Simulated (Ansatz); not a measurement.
## Single-point calculation, with input and output: FeCo3 (part 1 of 2)

- system: FeCo3 (Pm-3m, 4 atoms in the cell)
- method: DFT PBEsol, scalar-relativistic, plane waves, PAW, spin-polarised (Ansatz 0.2.0)

The structure derives from a Materials Project entry. The run did not end well. It belongs to a series of runs on one base structure; here: ferrimagnetic in the cell, signs ++--. Figures and captions count atoms from 1; the log counts them from 0 in places.

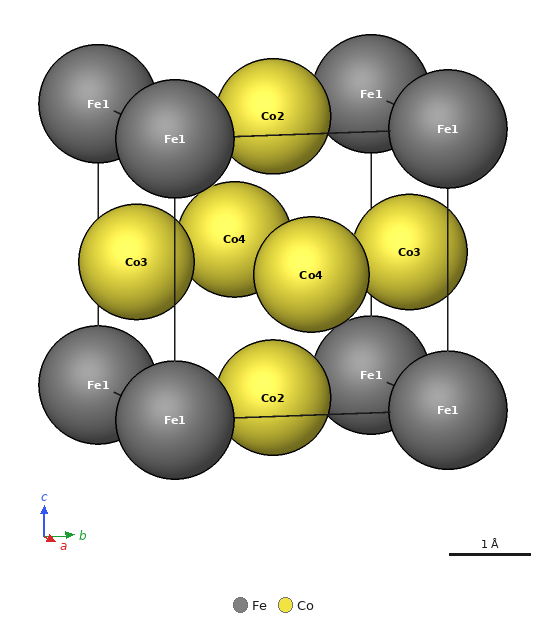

Figure 1. The structure as given in the input (spheres-only view of the cell of the calculation, seen slightly off an axis; atoms are numbered from 1 in the order of the input). An atom can appear more than once, as a periodic image.

Input
```yaml
crystal:
  lattice:
    - [3.53570262, 0.0, 0.0]
    - [0.0, 3.53570262, 0.0]
    - [0.0, 0.0, 3.53570262]
  atoms:
    - { symbol: Fe, position: [0.0, 0.0, 0.0], spin: 4.0 }
    - { symbol: Co, position: [0.5, 0.5, 0.0], spin: 3.0 }
    - { symbol: Co, position: [0.5, 0.0, 0.5], spin: -3.0 }
    - { symbol: Co, position: [0.0, 0.5, 0.5], spin: -3.0 }
basis:
  ecutwfc: 420
kpoints:
  mp_grid: { grid: [12, 12, 12] }
hamiltonian:
  xc: pbesol
scf:
  occupations: { method: gaussian, width: 0.1 }
  lower_state_search: "off"
output:
  forces: true
  stress: true
  eigenvalues: true
  populations: true
magnetization:
  spin_polarized: true
```

Hardware: 1 thread of Arm Neoverse V1, 24 GiB of memory available, shared host.

Launched with:
```bash
ansatz run input.yaml --threads 1 --pin off --max-ram 2560MiB --backend cpu --events-out ev --progress --plain --runs-dir out
```

Output
```
Engine: ansatz 0.2.0, aarch64-unknown-linux-gnu
Pseudopotentials: kind: paw
Pseudopotential: Fe, paw, valence charge 16, recommended cutoff 420 eV (normal), Fe.paw.azcp
Pseudopotential: Co, paw, valence charge 17, recommended cutoff 420 eV (normal), Co.paw.azcp
Functional definition: PBEsol
  exchange = pbesol_x
  correlation = pbesol_c
Crystal: 4 atoms, lattice volume = 44.201 Å³
Basis set: ecut = 420 eV, 847 PW (Γ), exchange–correlation on 48×48×48 points (8 copies of the dense FFT grid, shifted against one another)
Bands: 48, of which v1, the nominal top of the filled ones, is band 34 counted from 1 (33 counted from 0)
Symmetry: 16 space group operations
Space group: P4/mmm (ITA 123), of the structure as read, at distance tolerance 3.5e-5 Å
Magnetic group: BNS 123.339 (UNI 999), of the structure as read, at distance tolerance 3.5e-5 Å
k-points: 196 of 1728
Non-local potential: Fe, projectors of the file, l = 0: 3, l = 1: 2, l = 2: 3, l = 3: 1
Non-local potential: Co, projectors of the file, l = 0: 3, l = 1: 2, l = 2: 3, l = 3: 1
PAW form: soft (Blöchl's): semilocal exchange-correlation on the pseudo side does not see the compensation charge
PAW frozen core: Fe, regenerated for the run's functional, and the local potential with it (the file was generated under x = pbe(κ = 0.804, μ = 0.2195149727645171), c = pbe(β = 0.06672455060314922))
PAW frozen core: Co, regenerated for the run's functional, and the local potential with it (the file was generated under x = pbe(κ = 0.804, μ = 0.2195149727645171), c = pbe(β = 0.06672455060314922))
PAW one-centre angular grid: Fe, 590 points (default); XC on 64 Gauss nodes
PAW one-centre angular grid: Co, 590 points (default); XC on 64 Gauss nodes
Initial density: superposition of atomic densities (chi_scale 0.1, normalization cell)
Starting moments: Σ|m| = 13 μB on 4 of 4 sites
Initial wavefunctions: pseudopotential atomic-orbital guess
Functional: x = pbesol(κ = 0.804, μ = 0.12345679012345678), c = pbesol(β = 0.046)
SCF iter   1: F=—  HF=-19725.822096 eV  |F-HF|=—  |Δ(HF+E_count)|=         —  Δρ=1.64e-1 (↑1.40e-1 ↓1.64e-1)  dr2=4.85e0  dr2_m=8.15e0  M=1.095 μB ∫|m|=8.274 μB  β_m=0.30  ethr=3.10e-3  ⟨swp⟩=5.2  Hψ=62625  notcnv=0  defer=660
preconditioner: auto → Kerker (q_TF=auto, 2.924 Å⁻¹)  [metal: Δε(μ)=0.003 eV  Ē_g=10.576 eV  σ=0.100 eV  W_gap=0.02  n_scr=18 (ndim 8)  ℏωp=33.0 eV  f_vac=0.000  D(μ)=4.05/eV (n_scr^D=56)]
spin=Collinear: Kerker preconditioning applied to the charge; magnetization (m = ρ↑ − ρ↓) channel mixes plain (no charge-response kernel on spin).
SCF iter   2: F=—  HF=-19725.799011 eV  |F-HF|=—  |Δ(HF+E_count)|=   2.31e-2  Δρ=1.66e-1 (↑1.46e-1 ↓1.66e-1)  dr2=1.11e1  dr2_m=6.86e0  M=1.149 μB ∫|m|=8.380 μB  β_m=0.30  ethr=3.10e-3  ⟨swp⟩=2.2  Hψ=28833  notcnv=0  defer=2656
SCF iter   3: F=—  HF=-19725.507502 eV  |F-HF|=—  |Δ(HF+E_count)|=   2.92e-1  Δρ=1.65e-1 (↑1.25e-1 ↓1.65e-1)  dr2=2.97e0  dr2_m=8.00e0  M=1.095 μB ∫|m|=8.304 μB  β_m=0.30  ethr=3.10e-3  ⟨swp⟩=2.3  Hψ=23339  notcnv=0  defer=2654
Mixer restart at iter 3: flushing history
spin-set hold released at iteration 3 (the charge has settled, or the pull on large starting moments outlasts its swing): the magnetisation degrees of freedom join the quasi-Newton model from the next iteration; the mixer history was flushed
SCF iter   4: F=—  HF=-19726.296979 eV  |F-HF|=—  |Δ(HF+E_count)|=   7.89e-1  Δρ=1.59e-1 (↑1.44e-1 ↓1.59e-1)  dr2=1.46e1  dr2_m=5.52e0  M=1.559 μB ∫|m|=7.883 μB  β_m=0.36  ethr=3.10e-3  ⟨swp⟩=2.1  Hψ=26606  notcnv=0  defer=2625
SCF iter   5: F=—  HF=-19729.030005 eV  |F-HF|=—  |Δ(HF+E_count)|=    2.73e0  Δρ=3.05e-1 (↑9.19e-2 ↓3.05e-1)  dr2=4.46e1  dr2_m=8.33e0  M=1.032 μB ∫|m|=7.226 μB  β_m=0.04  ethr=3.10e-3  ⟨swp⟩=3.2  Hψ=36007  notcnv=0  defer=2640  recentre
SCF iter   6: F=—  HF=-19726.201513 eV  |F-HF|=—  |Δ(HF+E_count)|=    2.83e0  Δρ=1.26e-1 (↑8.52e-2 ↓1.26e-1)  dr2=2.16e0  dr2_m=4.18e0  M=1.180 μB ∫|m|=7.617 μB  β_m=0.07  ethr=3.10e-3  ⟨swp⟩=2.5  Hψ=37778  notcnv=0  defer=2606
SCF iter   7: F=—  HF=-19726.574859 eV  |F-HF|=—  |Δ(HF+E_count)|=   3.73e-1  Δρ=7.27e-2 (↑7.27e-2 ↓6.38e-2)  dr2=7.53e-1  dr2_m=1.67e0  M=1.388 μB ∫|m|=6.975 μB  β_m=0.20  ethr=3.10e-3  ⟨swp⟩=2.1  Hψ=23770  notcnv=0  defer=2622
SCF iter   8: F=—  HF=-19726.990389 eV  |F-HF|=—  |Δ(HF+E_count)|=   4.16e-1  Δρ=4.60e-2 (↑2.64e-2 ↓4.60e-2)  dr2=5.10e-1  dr2_m=4.48e-1  M=1.719 μB ∫|m|=5.415 μB  β_m=0.60  ethr=1.12e-3  ⟨swp⟩=2.4  Hψ=24542  notcnv=0  defer=2654
SCF iter   9: F=—  HF=-19727.059243 eV  |F-HF|=—  |Δ(HF+E_count)|=   6.89e-2  Δρ=4.32e-2 (↑2.32e-2 ↓4.32e-2)  dr2=5.84e-1  dr2_m=3.41e-1  M=2.041 μB ∫|m|=4.799 μB  β_m=0.80  ethr=7.61e-4  ⟨swp⟩=2.1  Hψ=23911  notcnv=0  defer=2546
SCF iter  10: F=—  HF=-19727.514876 eV  |F-HF|=—  |Δ(HF+E_count)|=   4.56e-1  Δρ=9.90e-2 (↑9.90e-2 ↓6.59e-2)  dr2=9.39e0  dr2_m=3.55e-1  M=2.932 μB ∫|m|=3.847 μB  β_m=0.58  ethr=7.61e-4  ⟨swp⟩=2.5  Hψ=25859  notcnv=0  defer=2547  recentre
SCF iter  11: F=—  HF=-19727.124615 eV  |F-HF|=—  |Δ(HF+E_count)|=   3.90e-1  Δρ=3.83e-2 (↑1.42e-2 ↓3.83e-2)  dr2=2.73e-1  dr2_m=2.57e-1  M=2.547 μB ∫|m|=4.361 μB  β_m=0.73  ethr=7.61e-4  ⟨swp⟩=2.5  Hψ=30897  notcnv=0  defer=2613
SCF iter  12: F=—  HF=-19727.186536 eV  |F-HF|=—  |Δ(HF+E_count)|=   6.19e-2  Δρ=2.27e-2 (↑2.01e-2 ↓2.27e-2)  dr2=9.09e-2  dr2_m=1.63e-1  M=3.026 μB ∫|m|=3.813 μB  β_m=0.57  ethr=4.08e-4  ⟨swp⟩=2.0  Hψ=22520  notcnv=0  defer=2614
SCF iter  13: F=—  HF=-19727.255441 eV  |F-HF|=—  |Δ(HF+E_count)|=   6.89e-2  Δρ=2.83e-2 (↑1.63e-2 ↓2.83e-2)  dr2=5.31e-1  dr2_m=7.25e-2  M=3.648 μB ∫|m|=4.052 μB  β_m=0.58  ethr=1.36e-4  ⟨swp⟩=1.7  Hψ=22912  notcnv=0  defer=2609
SCF iter  14: F=—  HF=-19727.331065 eV  |F-HF|=—  |Δ(HF+E_count)|=   7.56e-2  Δρ=3.67e-2 (↑2.50e-2 ↓3.67e-2)  dr2=3.31e-1  dr2_m=3.22e-1  M=4.814 μB ∫|m|=5.139 μB  β_m=0.29  ethr=1.36e-4  ⟨swp⟩=2.2  Hψ=27202  notcnv=0  defer=2658
SCF iter  15: F=—  HF=-19727.443395 eV  |F-HF|=—  |Δ(HF+E_count)|=   1.12e-1  Δρ=4.70e-2 (↑4.27e-2 ↓4.70e-2)  dr2=3.18e-1  dr2_m=7.30e-1  M=6.080 μB ∫|m|=6.426 μB  β_m=0.83  ethr=1.36e-4  ⟨swp⟩=2.0  Hψ=25563  notcnv=0  defer=2654
SCF iter  16: F=—  HF=-19727.239295 eV  |F-HF|=—  |Δ(HF+E_count)|=   2.04e-1  Δρ=1.95e-2 (↑1.68e-2 ↓1.95e-2)  dr2=1.02e-1  dr2_m=1.06e-1  M=3.505 μB ∫|m|=3.889 μB  β_m=0.93  ethr=1.36e-4  ⟨swp⟩=2.0  Hψ=28588  notcnv=0  defer=2644
SCF iter  17: F=—  HF=-19727.202008 eV  |F-HF|=—  |Δ(HF+E_count)|=   3.73e-2  Δρ=2.11e-2 (↑1.90e-2 ↓2.11e-2)  dr2=5.75e-2  dr2_m=1.45e-1  M=3.121 μB ∫|m|=3.654 μB  β_m=0.96  ethr=1.36e-4  ⟨swp⟩=1.0  Hψ=21404  notcnv=0  defer=2619
SCF iter  18: F=—  HF=-19727.165703 eV  |F-HF|=—  |Δ(HF+E_count)|=   3.63e-2  Δρ=4.01e-2 (↑4.01e-2 ↓2.48e-2)  dr2=7.31e-1  dr2_m=2.39e-1  M=2.614 μB ∫|m|=3.833 μB  β_m=0.71  ethr=8.58e-5  ⟨swp⟩=2.2  Hψ=27406  notcnv=0  defer=2619  recentre
SCF iter  19: F=—  HF=-19727.184456 eV  |F-HF|=—  |Δ(HF+E_count)|=   1.88e-2  Δρ=2.23e-2 (↑2.06e-2 ↓2.23e-2)  dr2=6.76e-2  dr2_m=1.64e-1  M=2.938 μB ∫|m|=3.663 μB  β_m=0.13  ethr=8.58e-5  ⟨swp⟩=2.0  Hψ=28562  notcnv=0  defer=2569
SCF iter  20: F=—  HF=-19727.219555 eV  |F-HF|=—  |Δ(HF+E_count)|=   3.51e-2  Δρ=2.20e-2 (↑1.55e-2 ↓2.20e-2)  dr2=8.98e-2  dr2_m=1.19e-1  M=3.291 μB ∫|m|=3.744 μB  β_m=0.19  ethr=8.58e-5  ⟨swp⟩=1.6  Hψ=22955  notcnv=0  defer=2531
SCF iter  21: F=—  HF=-19727.268609 eV  |F-HF|=—  |Δ(HF+E_count)|=   4.91e-2  Δρ=2.10e-2 (↑1.98e-2 ↓2.10e-2)  dr2=4.84e-2  dr2_m=1.54e-1  M=3.993 μB ∫|m|=4.317 μB  β_m=0.71  ethr=8.58e-5  ⟨swp⟩=2.0  Hψ=23091  notcnv=0  defer=2535
SCF iter  22: F=—  HF=-19727.284126 eV  |F-HF|=—  |Δ(HF+E_count)|=   1.55e-2  Δρ=2.33e-2 (↑2.03e-2 ↓2.33e-2)  dr2=6.89e-2  dr2_m=1.70e-1  M=4.174 μB ∫|m|=4.496 μB  β_m=0.27  ethr=7.22e-5  ⟨swp⟩=1.0  Hψ=17184  notcnv=0  defer=2535
SCF iter  23: F=—  HF=-19727.362314 eV  |F-HF|=—  |Δ(HF+E_count)|=   7.82e-2  Δρ=3.31e-2 (↑3.11e-2 ↓3.31e-2)  dr2=9.80e-2  dr2_m=3.85e-1  M=5.118 μB ∫|m|=5.437 μB  β_m=0.10  ethr=7.22e-5  ⟨swp⟩=2.0  Hψ=24940  notcnv=0  defer=2544
SCF iter  24: F=—  HF=-19727.457240 eV  |F-HF|=—  |Δ(HF+E_count)|=   9.49e-2  Δρ=4.37e-2 (↑3.89e-2 ↓4.37e-2)  dr2=1.46e-1  dr2_m=6.39e-1  M=5.997 μB ∫|m|=6.325 μB  β_m=0.55  ethr=7.22e-5  ⟨swp⟩=1.6  Hψ=23578  notcnv=0  defer=2581
SCF iter  25: F=—  HF=-19727.215043 eV  |F-HF|=—  |Δ(HF+E_count)|=   2.42e-1  Δρ=2.00e-2 (↑1.84e-2 ↓2.00e-2)  dr2=3.77e-2  dr2_m=1.35e-1  M=3.303 μB ∫|m|=3.768 μB  β_m=0.77  ethr=7.22e-5  ⟨swp⟩=2.1  Hψ=31393  notcnv=0  defer=2626
SCF iter  26: F=—  HF=-19727.047984 eV  |F-HF|=—  |Δ(HF+E_count)|=   1.67e-1  Δρ=2.35e-2 (↑2.35e-2 ↓2.26e-2)  dr2=6.73e-2  dr2_m=1.54e-1  M=1.534 μB ∫|m|=4.391 μB  β_m=0.61  ethr=5.63e-5  ⟨swp⟩=2.0  Hψ=34739  notcnv=0  defer=2640
SCF iter  27: F=—  HF=-19727.198403 eV  |F-HF|=—  |Δ(HF+E_count)|=   1.50e-1  Δρ=2.31e-2 (↑1.84e-2 ↓2.31e-2)  dr2=4.57e-2  dr2_m=1.60e-1  M=3.168 μB ∫|m|=3.772 μB  β_m=0.80  ethr=5.63e-5  ⟨swp⟩=2.0  Hψ=32060  notcnv=0  defer=2563
SCF iter  28: F=—  HF=-19727.036666 eV  |F-HF|=—  |Δ(HF+E_count)|=   1.62e-1  Δρ=2.52e-2 (↑1.51e-2 ↓2.52e-2)  dr2=1.74e-1  dr2_m=1.08e-1  M=1.287 μB ∫|m|=4.559 μB  β_m=0.90  ethr=5.63e-5  ⟨swp⟩=2.0  Hψ=32905  notcnv=0  defer=2542
SCF iter  29: F=—  HF=-19727.055082 eV  |F-HF|=—  |Δ(HF+E_count)|=   1.84e-2  Δρ=2.50e-2 (↑1.80e-2 ↓2.50e-2)  dr2=1.24e-1  dr2_m=1.42e-1  M=1.583 μB ∫|m|=4.392 μB  β_m=0.95  ethr=5.63e-5  ⟨swp⟩=1.0  Hψ=17848  notcnv=0  defer=2520
SCF iter  30: F=—  HF=-19727.035735 eV  |F-HF|=—  |Δ(HF+E_count)|=   1.93e-2  Δρ=2.76e-2 (↑1.42e-2 ↓2.76e-2)  dr2=3.06e-1  dr2_m=9.97e-2  M=1.114 μB ∫|m|=4.521 μB  β_m=0.33  ethr=5.63e-5  ⟨swp⟩=1.4  Hψ=16919  notcnv=0  defer=2520
SCF iter  31: F=—  HF=-19727.060568 eV  |F-HF|=—  |Δ(HF+E_count)|=   2.48e-2  Δρ=2.58e-2 (↑2.11e-2 ↓2.58e-2)  dr2=1.63e-1  dr2_m=1.47e-1  M=1.580 μB ∫|m|=4.321 μB  β_m=0.87  ethr=5.63e-5  ⟨swp⟩=1.5  Hψ=19086  notcnv=0  defer=2520
SCF iter  32: F=—  HF=-19727.139234 eV  |F-HF|=—  |Δ(HF+E_count)|=   7.87e-2  Δρ=2.61e-2 (↑2.32e-2 ↓2.61e-2)  dr2=5.60e-2  dr2_m=2.20e-1  M=2.561 μB ∫|m|=3.837 μB  β_m=0.09  ethr=5.63e-5  ⟨swp⟩=2.0  Hψ=24647  notcnv=0  defer=2520
SCF iter  33: F=—  HF=-19727.170321 eV  |F-HF|=—  |Δ(HF+E_count)|=   3.11e-2  Δρ=2.21e-2 (↑2.15e-2 ↓2.21e-2)  dr2=5.01e-2  dr2_m=1.78e-1  M=2.853 μB ∫|m|=3.817 μB  β_m=0.18  ethr=5.63e-5  ⟨swp⟩=2.3  Hψ=31227  notcnv=0  defer=2488
SCF iter  34: F=—  HF=-19727.248423 eV  |F-HF|=—  |Δ(HF+E_count)|=   7.81e-2  Δρ=2.07e-2 (↑1.90e-2 ↓2.07e-2)  dr2=3.27e-2  dr2_m=1.48e-1  M=3.868 μB ∫|m|=4.216 μB  β_m=0.54  ethr=5.63e-5  ⟨swp⟩=2.1  Hψ=27799  notcnv=0  defer=2509
SCF iter  35: F=—  HF=-19727.525077 eV  |F-HF|=—  |Δ(HF+E_count)|=   2.77e-1  Δρ=4.61e-2 (↑4.61e-2 ↓4.56e-2)  dr2=1.17e-1  dr2_m=7.50e-1  M=6.574 μB ∫|m|=6.947 μB  β_m=0.88  ethr=4.88e-5  ⟨swp⟩=2.1  Hψ=35593  notcnv=0  defer=2645  recentre
SCF iter  36: F=—  HF=-19727.472537 eV  |F-HF|=—  |Δ(HF+E_count)|=   5.25e-2  Δρ=4.71e-2 (↑4.71e-2 ↓4.39e-2)  dr2=4.87e-1  dr2_m=6.68e-1  M=6.096 μB ∫|m|=6.442 μB  β_m=0.44  ethr=4.88e-5  ⟨swp⟩=2.1  Hψ=31627  notcnv=0  defer=2660
SCF iter  37: F=—  HF=-19727.258265 eV  |F-HF|=—  |Δ(HF+E_count)|=   2.14e-1  Δρ=3.18e-2 (↑2.33e-2 ↓3.18e-2)  dr2=1.26e-1  dr2_m=2.76e-1  M=4.461 μB ∫|m|=4.791 μB  β_m=0.39  ethr=4.88e-5  ⟨swp⟩=2.0  Hψ=32496  notcnv=0  defer=2660
SCF iter  38: F=—  HF=-19727.529648 eV  |F-HF|=—  |Δ(HF+E_count)|=   2.71e-1  Δρ=6.30e-2 (↑3.62e-2 ↓6.30e-2)  dr2=3.82e-1  dr2_m=9.36e-1  M=6.911 μB ∫|m|=7.316 μB  β_m=0.98  ethr=4.88e-5  ⟨swp⟩=2.1  Hψ=35555  notcnv=0  defer=2700  recentre
SCF iter  39: F=—  HF=-19727.772969 eV  |F-HF|=—  |Δ(HF+E_count)|=   2.43e-1  Δρ=8.21e-2 (↑4.63e-2 ↓8.21e-2)  dr2=2.98e0  dr2_m=9.81e-1  M=6.989 μB ∫|m|=7.381 μB  β_m=0.99  ethr=4.88e-5  ⟨swp⟩=2.3  Hψ=33953  notcnv=0  defer=2696
SCF iter  40: F=—  HF=-19727.747149 eV  |F-HF|=—  |Δ(HF+E_count)|=   2.58e-2  Δρ=5.53e-2 (↑2.45e-2 ↓5.53e-2)  dr2=1.60e0  dr2_m=3.34e-1  M=7.607 μB ∫|m|=8.153 μB  β_m=0.44  ethr=4.88e-5  ⟨swp⟩=2.1  Hψ=34985  notcnv=0  defer=2664
SCF iter  41: F=—  HF=-19727.589214 eV  |F-HF|=—  |Δ(HF+E_count)|=   1.58e-1  Δρ=4.28e-2 (↑4.28e-2 ↓3.53e-2)  dr2=1.26e-1  dr2_m=5.59e-1  M=6.917 μB ∫|m|=7.297 μB  β_m=1.00  ethr=4.88e-5  ⟨swp⟩=2.1  Hψ=32300  notcnv=0  defer=2658
SCF iter  42: F=—  HF=-19727.293675 eV  |F-HF|=—  |Δ(HF+E_count)|=   2.96e-1  Δρ=2.49e-2 (↑2.49e-2 ↓2.05e-2)  dr2=6.38e-2  dr2_m=1.94e-1  M=4.453 μB ∫|m|=4.775 μB  β_m=1.00  ethr=4.88e-5  ⟨swp⟩=2.0  Hψ=34640  notcnv=0  defer=2594
SCF iter  43: F=—  HF=-19727.291989 eV  |F-HF|=—  |Δ(HF+E_count)|=   1.69e-3  Δρ=2.37e-2 (↑2.37e-2 ↓1.94e-2)  dr2=2.58e-2  dr2_m=1.83e-1  M=4.426 μB ∫|m|=4.751 μB  β_m=1.00  ethr=4.88e-5  ⟨swp⟩=1.0  Hψ=17880  notcnv=0  defer=2544
SCF iter  44: F=—  HF=-19727.304450 eV  |F-HF|=—  |Δ(HF+E_count)|=   1.25e-2  Δρ=2.81e-2 (↑2.81e-2 ↓2.14e-2)  dr2=1.16e-1  dr2_m=2.22e-1  M=4.587 μB ∫|m|=4.908 μB  β_m=1.00  ethr=3.86e-5  ⟨swp⟩=1.0  Hψ=16146  notcnv=0  defer=2544
SCF iter  45: F=—  HF=-19727.302365 eV  |F-HF|=—  |Δ(HF+E_count)|=   2.09e-3  Δρ=2.83e-2 (↑2.83e-2 ↓2.30e-2)  dr2=1.61e-1  dr2_m=2.27e-1  M=4.557 μB ∫|m|=4.877 μB  β_m=1.00  ethr=3.86e-5  ⟨swp⟩=1.0  Hψ=16145  notcnv=0  defer=2544
SCF iter  46: F=—  HF=-19727.313620 eV  |F-HF|=—  |Δ(HF+E_count)|=   1.13e-2  Δρ=3.22e-2 (↑3.22e-2 ↓2.50e-2)  dr2=2.91e-1  dr2_m=2.58e-1  M=4.646 μB ∫|m|=4.963 μB  β_m=1.00  ethr=3.86e-5  ⟨swp⟩=1.1  Hψ=16843  notcnv=0  defer=2544
SCF iter  47: F=—  HF=-19727.287948 eV  |F-HF|=—  |Δ(HF+E_count)|=   2.57e-2  Δρ=2.59e-2 (↑2.59e-2 ↓2.02e-2)  dr2=8.23e-2  dr2_m=1.96e-1  M=4.351 μB ∫|m|=4.672 μB  β_m=0.26  ethr=3.86e-5  ⟨swp⟩=1.3  Hψ=17089  notcnv=0  defer=2544
SCF iter  48: F=—  HF=-19727.299898 eV  |F-HF|=—  |Δ(HF+E_count)|=   1.19e-2  Δρ=2.61e-2 (↑2.61e-2 ↓2.03e-2)  dr2=4.26e-2  dr2_m=2.07e-1  M=4.492 μB ∫|m|=4.815 μB  β_m=0.65  ethr=3.86e-5  ⟨swp⟩=1.3  Hψ=16852  notcnv=0  defer=2544
SCF iter  49: F=—  HF=-19727.310773 eV  |F-HF|=—  |Δ(HF+E_count)|=   1.09e-2  Δρ=3.39e-2 (↑3.39e-2 ↓3.33e-2)  dr2=7.04e-1  dr2_m=2.69e-1  M=4.551 μB ∫|m|=4.856 μB  β_m=0.82  ethr=3.86e-5  ⟨swp⟩=2.0  Hψ=23754  notcnv=0  defer=2545  recentre
SCF iter  50: F=—  HF=-19727.316779 eV  |F-HF|=—  |Δ(HF+E_count)|=   6.01e-3  Δρ=4.19e-2 (↑3.42e-2 ↓4.19e-2)  dr2=1.02e0  dr2_m=3.26e-1  M=4.522 μB ∫|m|=4.816 μB  β_m=0.49  ethr=3.86e-5  ⟨swp⟩=1.8  Hψ=21106  notcnv=0  defer=2556
SCF iter  51: F=—  HF=-19727.309712 eV  |F-HF|=—  |Δ(HF+E_count)|=   7.07e-3  Δρ=2.82e-2 (↑2.82e-2 ↓2.81e-2)  dr2=2.40e-1  dr2_m=2.60e-1  M=4.624 μB ∫|m|=4.925 μB  β_m=0.38  ethr=3.86e-5  ⟨swp⟩=1.9  Hψ=21629  notcnv=0  defer=2554
SCF iter  52: F=—  HF=-19727.334829 eV  |F-HF|=—  |Δ(HF+E_count)|=   2.51e-2  Δρ=3.19e-2 (↑2.89e-2 ↓3.19e-2)  dr2=2.48e-1  dr2_m=3.14e-1  M=4.936 μB ∫|m|=5.229 μB  β_m=0.23  ethr=3.86e-5  ⟨swp⟩=1.4  Hψ=18571  notcnv=0  defer=2563
SCF iter  53: F=—  HF=-19727.294470 eV  |F-HF|=—  |Δ(HF+E_count)|=   4.04e-2  Δρ=2.27e-2 (↑2.27e-2 ↓1.98e-2)  dr2=1.52e-2  dr2_m=1.76e-1  M=4.458 μB ∫|m|=4.770 μB  β_m=0.50  ethr=3.86e-5  ⟨swp⟩=2.0  Hψ=24700  notcnv=0  defer=2583
SCF iter  54: F=—  HF=-19727.223366 eV  |F-HF|=—  |Δ(HF+E_count)|=   7.11e-2  Δρ=1.87e-2 (↑1.87e-2 ↓1.58e-2)  dr2=6.66e-3  dr2_m=1.16e-1  M=3.456 μB ∫|m|=3.867 μB  β_m=0.99  ethr=2.27e-5  ⟨swp⟩=2.0  Hψ=31392  notcnv=0  defer=2594
```
